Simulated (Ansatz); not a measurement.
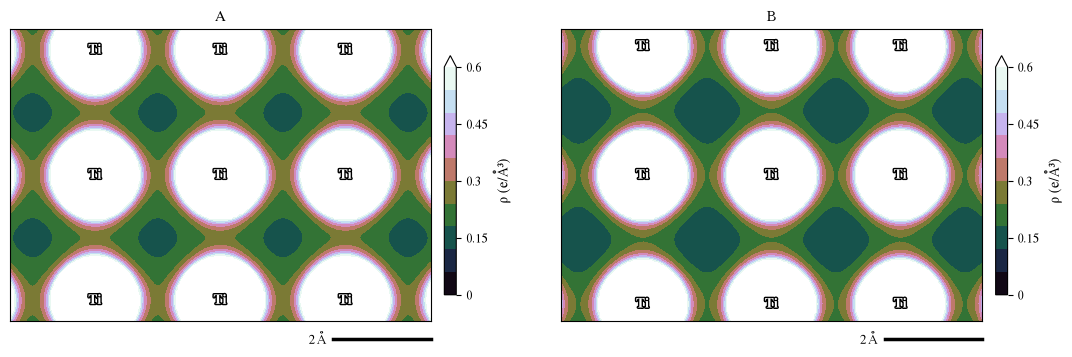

Ti. The valence charge density (pseudo) of two cells that differ in size, on the (010) plane of each (indices in the axes of the calculation cell), at one length scale and on one colour scale: B has 18.7 Å³ an atom and A 17.1.

Theory: DFT, r2SCAN, plane waves (500 eV) with PAW, scalar-relativistic in Ansatz.

Core electrons are frozen (PAW), and the valence fields are smoothed inside the atomic spheres.

### What changes from the larger cell to the smaller?

From the larger cell to the smaller, Ti–Ti goes from 2.65 to 2.58 Å, and the density at its midpoint from 0.23 to 0.27 e/Å³; the pressure goes from 2.6 to 11 GPa.
